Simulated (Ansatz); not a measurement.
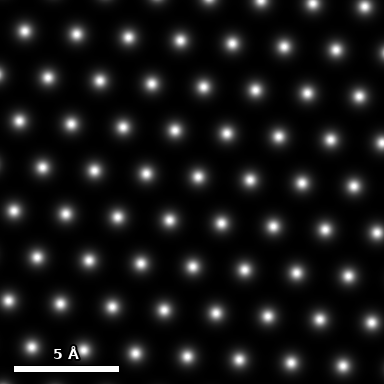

Projected-potential map of a crystal. Computed as the sum of neutral-atom potentials (tabulated electron scattering factors, B = 0.5 Å²) projected along the beam and smoothed by 0.25 Å; brighter is more positive.

### Measure the repeat of the pattern.

The pattern repeats on a hexagonal net with a repeat of 2.5 Å.

### What is the plane group of the image?

p6mm: sixfold points with mirror lines through them.

### How many columns does the smallest repeating cell hold, and how many levels of brightness?

1 column in the primitive cell of 5.3 Å², all of one brightness.

The crystal is Rh (P6/mmm, No. 191) seen along [001]. Structure used: the input geometry of an electronic-structure calculation (not necessarily at equilibrium); the starting structure was generated, so it need not be a known form of this composition.
